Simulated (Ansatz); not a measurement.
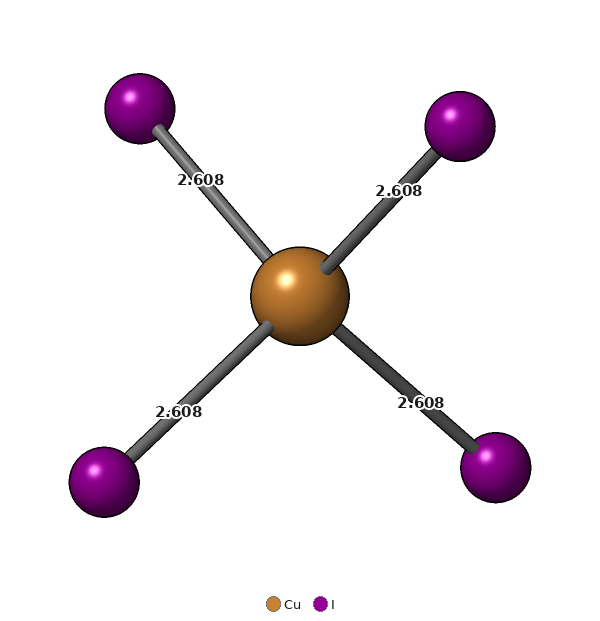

The surroundings of site Cu1 (at 0.000, 0.000, 0.000) in CuI (F-43m, No. 216), with bond lengths in Å.

The cell is taken from the input geometry of an electronic-structure calculation (not necessarily at equilibrium); the starting structure was generated, so it need not be a known form of this composition.

```
Cu I
1.0
     6.02406    0.00000    0.00000
     0.00000    6.02406    0.00000
     0.00000    0.00000    6.02406
Cu I
4 4
Direct
  0.00000 0.00000 0.00000
  0.00000 0.50000 0.50000
  0.50000 0.00000 0.50000
  0.50000 0.50000 0.00000
  0.25000 0.25000 0.75000
  0.25000 0.75000 0.25000
  0.75000 0.25000 0.25000
  0.75000 0.75000 0.75000
```

Bond valence s = exp((R0 − d)/b), R0 fitted to published crystal structures with b = 0.37 Å; R0 in Å: Cu+–I 2.134.

Q: Calculate the bond-valence sum of Cu1 from the bonds drawn.

A: 4 × 0.278 = 1.11 v.u., against a formal valence of 1: overbonded (bonds short for this ion) by 0.11.

Q: And over the whole structure?

A:
```json
{"site": "Cu1", "x, y, z": "0.000, 0.000, 0.000", "formal valence": "+1", "bond-valence sum": "1.11", "difference": "0.11"}
{"site": "I1", "x, y, z": "0.250, 0.250, 0.750", "formal valence": "−1", "bond-valence sum": "1.11", "difference": "0.11"}
```

These sums include all anions within 5 Å. The global instability index (root mean square of the differences over all atoms) is 0.11 v.u.: moderate strain, common in real structures. The cell was not relaxed for this table, and a volume that is off by a few per cent shifts all sums together.
